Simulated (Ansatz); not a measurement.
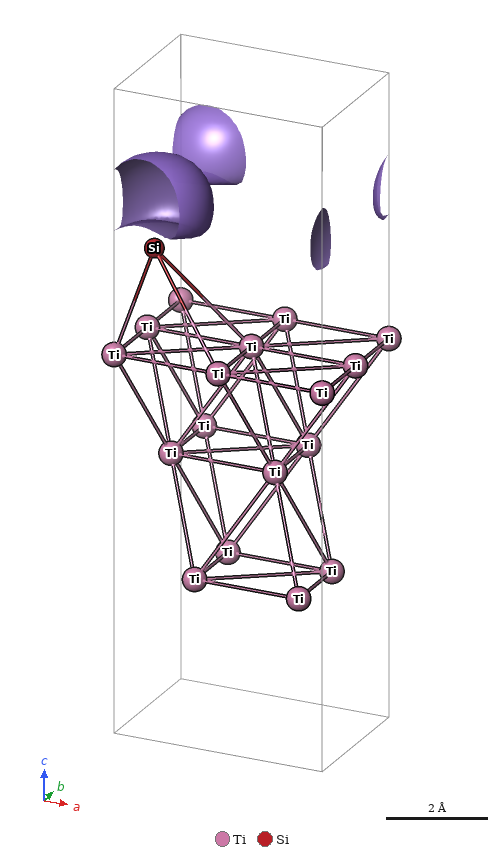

The picture shows: Ti$_{12}$Si (slab). Isosurface of the ELF at 0.85 (purple), seen slightly off an axis. Only the valence region is drawn (cores and ρ < 0.01 e/Å³ removed). Sticks mark near contacts.

Not relaxed (largest force 1.4 eV/Å); computed without spin polarisation; PAW files of the earlier set (soft_1).

Computed with DFT PBE+D3(BJ), scalar-relativistic, plane waves, PAW in Ansatz.

Core electrons are frozen (PAW), and the valence fields are smoothed inside the atomic spheres.

### Where are the electrons localised?

The surface consists of one lobe on Si, pointing away from the bonds (lone pairs), counted in one cell of 13 atoms. Counts are for one cell; the picture repeats the cell along the surface.

Values along the shortest contacts:
Ti–Si (2.35 Å): the ELF peaks at about 0.65 in the valence shell of Si, 0.9 Å from its nucleus, and is about 0.35 at the midpoint. Ti–Ti (2.78 Å): the ELF is about 0.25 at the midpoint; no localised pair shows between them.

### Does the calculation give a band gap?

It is metallic or semimetallic at this level of theory: no gap opens.
